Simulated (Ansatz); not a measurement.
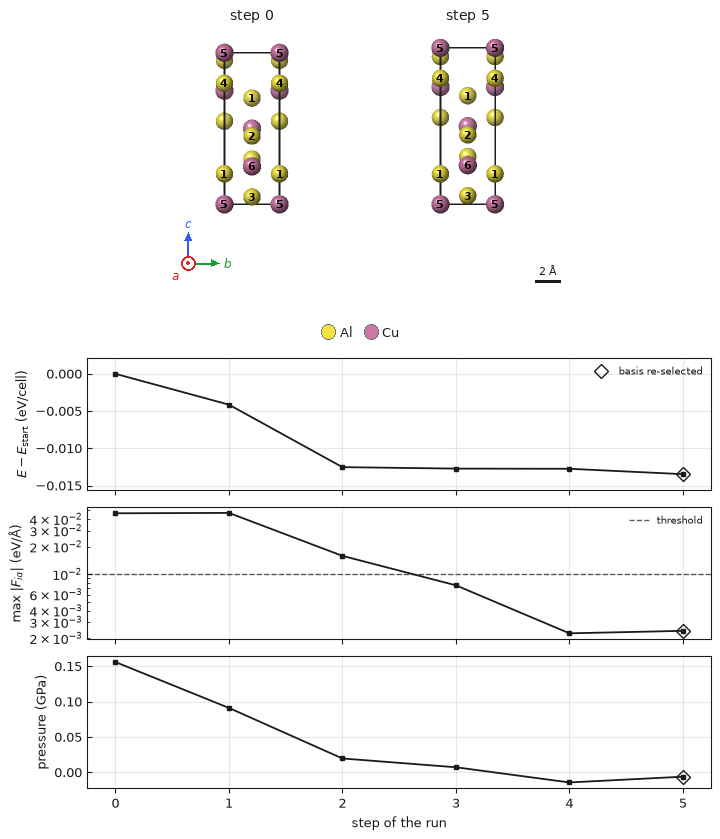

First and last geometry of a relaxation of solid Al$_{2}$Cu (built on the anatase_141 type), with the history of the run. The picture is a spheres-only view of the conventional cell (2 times the calculation's cell), seen along the a axis. Lengths and directions refer to the drawn axes.

Case: anatase type (I4_1/amd, No. 141).

Level of theory: DFT PBE, scalar-relativistic, plane waves, PAW (Ansatz 0.2.0). Settings: plane-wave cutoff 420 eV; k-point mesh 12 × 12 × 12; occupations gaussian; smearing width 0.1 eV; no spin polarisation; cell and atoms relaxed; force threshold 0.01 eV/Å; at most 80 steps.

Read the history and describe the run.

It converged. The largest moves relative to the cell, 0.085 Å, are those of Al1, Al2, Al3 and Al4. Al3 goes along +c. Cu stays in place. The drawn cell changes as follows: a = b 4.500 → 4.462 Å (−0.9 %), c 12.377 → 12.782 Å (+3.3 %); the volume changes by +1.5 %. Near-neighbour distances that change, for instance: Al1–Cu6 2.330 → 2.341 Å. Bond angles that change, for instance: Al2–Cu5–Al2 150.0° → 144.8°, Cu6–Al4–Cu6 150.0° → 144.8°, Al1–Cu5–Al2 105.0° → 107.6°. The space group stays I4_1/amd (No. 141). The energy falls by 13.5 meV per cell of the calculation in 4 accepted moves (5 points after the start). Largest force component: 0.046 eV/Å at the start, 0.0024 eV/Å at the end. The pressure goes from 0.16 to −0.01 GPa. The SCF was repeated once at an unchanged geometry on a basis and grid sized afresh for the cell, which shifted the energy by 0.7 meV per cell of the calculation at most. The run took roughly 4 core-minutes on a shared host.

| step | E − E(0), meV/atom | largest force component, eV/Å | pressure, GPa | volume, Å³/atom | note |
| --- | --- | --- | --- | --- | --- |
| 0 | 0.00 | 0.0463 | 0.16 | 20.889 |  |
| 1 | -0.69 | 0.0468 | 0.09 | 20.955 |  |
| 2 | -2.09 | 0.0159 | 0.02 | 21.153 |  |
| 3 | -2.12 | 0.0076 | 0.01 | 21.202 |  |
| 4 | -2.12 | 0.0023 | -0.01 | 21.204 |  |
| 5 | -2.24 | 0.0024 | -0.01 | 21.204 | same geometry, new basis |
